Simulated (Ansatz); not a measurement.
# TiAl2: what the fields show

The calculation's input:

```
crystal:
  lattice:
    - [-3.9006678793, 0.0, 0.0]
    - [0.0, 0.0, -3.9724249782]
    - [0.0, -11.9025533426, 0.0]
  atoms:
    - { symbol: Ti, position: [0.0, 0.0, 0.4113393036] }
    - { symbol: Ti, position: [0.5, 0.0, 0.9176404726] }
    - { symbol: Ti, position: [0.0, 0.0, 0.0949618654] }
    - { symbol: Ti, position: [0.5, 0.0, 0.6012630344] }
    - { symbol: Al, position: [1.0, 0.0, 0.7594517535] }
    - { symbol: Al, position: [0.5, 0.0, 0.2531505845] }
    - { symbol: Al, position: [0.0, 0.5, 0.584369] }
    - { symbol: Al, position: [0.5, 0.5, 0.0780678311] }
    - { symbol: Al, position: [0.0, 0.5, 0.9345345069] }
    - { symbol: Al, position: [0.5, 0.5, 0.4282333379] }
    - { symbol: Al, position: [0.0, 0.5, 0.2531505845] }
    - { symbol: Al, position: [0.5, 0.5, 0.7594517535] }
basis:
  ecutwfc: 420
kpoints:
  mp_grid: { grid: [12, 12, 4] }
hamiltonian:
  xc: pbesol
scf:
  occupations: { method: gaussian, width: 0.15 }
output:
  forces: true
  stress: true
  eigenvalues: true
  write_density: true
  write_potential: true
  elf: true
  volumetric_format: npy
```

Run with:

```sh
ansatz run input.yaml --threads 2 --pin off --max-ram 5120MiB --backend cpu --events-out ev --progress --plain --runs-dir out
```

Below, planes, directions and counts refer to the conventional cell (a = 3.90 Å, b = 3.97 Å, c = 11.90 Å, α = 90.00°, β = 90.00°, γ = 90.00°).

Space group Pmma; not relaxed (largest force 0.7 eV/Å); computed without spin polarisation.

These are results of Ansatz, DFT PBEsol, scalar-relativistic, plane waves, PAW, not measurements.

The density is the valence pseudo-density of a PAW calculation; it isn't the true density close to the nuclei.

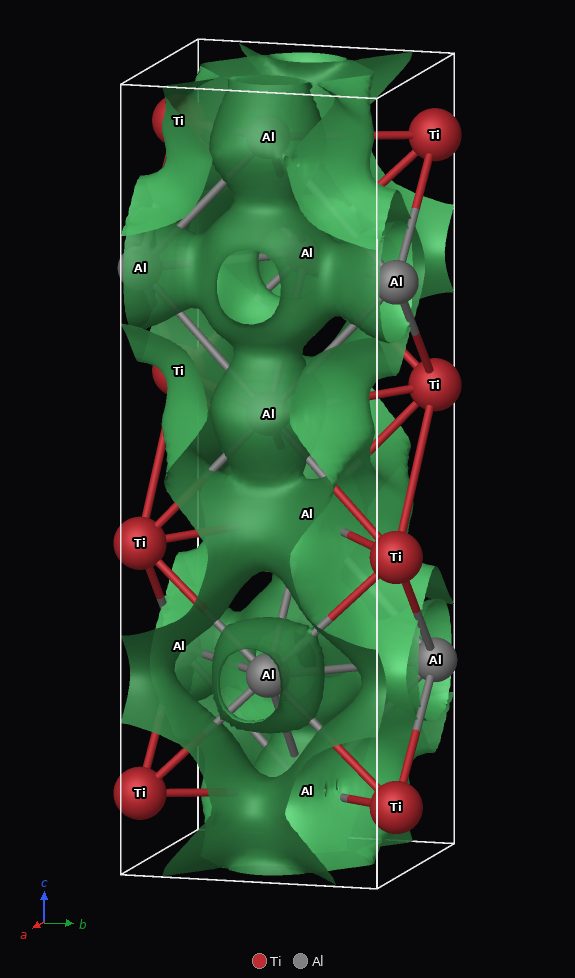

Figure 1. Isosurface of the electron localisation function at 0.55 (green), seen slightly off an axis. Only the valence region is drawn (cores and ρ < 0.01 e/Å³ removed). Sticks mark near contacts.

Question: What do the ELF domains correspond to?

Answer: The ELF exceeds this value in one network that runs through the whole crystal, counted in one cell of 12 atoms. Any copies at cell faces, edges or corners count once.


Al–Al (2.59 Å): the ELF peaks at about 0.70 between the atoms. Ti–Al (2.71 Å): the ELF is about 0.35 at the midpoint.

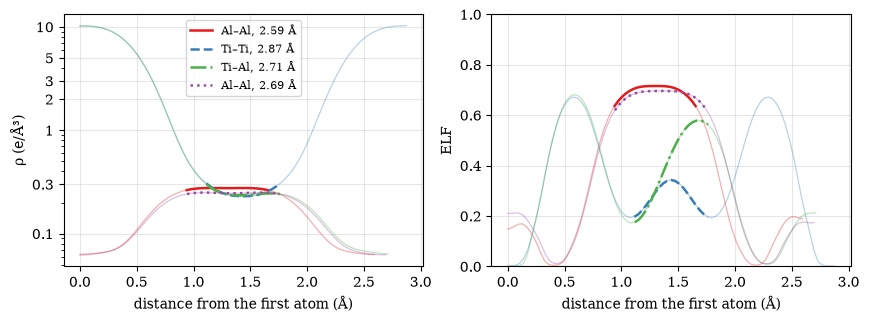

Figure 2. Valence charge density (pseudo) and electron localisation function along straight lines between neighbouring atoms. Thin, pale parts lie inside the atomic spheres.

Question: Compare the contacts.

Answer: Al–Al (2.59 Å): ρ at the midpoint is about 0.28 e/Å³; the ELF peaks at about 0.70 between the atoms.
Ti–Ti (2.87 Å): ρ is about 0.23 e/Å³ halfway; the ELF is about 0.35 at the midpoint.
Ti–Al (2.71 Å): the density is about 0.24 e/Å³ at the midpoint; the ELF is about 0.35 at the midpoint.
Al–Al (2.69 Å): the density is about 0.25 e/Å³ at the midpoint; the ELF peaks at about 0.70 between the atoms.

Question: Metal or insulator at this level of theory?

Answer: It is gapless in this calculation (a metal or semimetal).
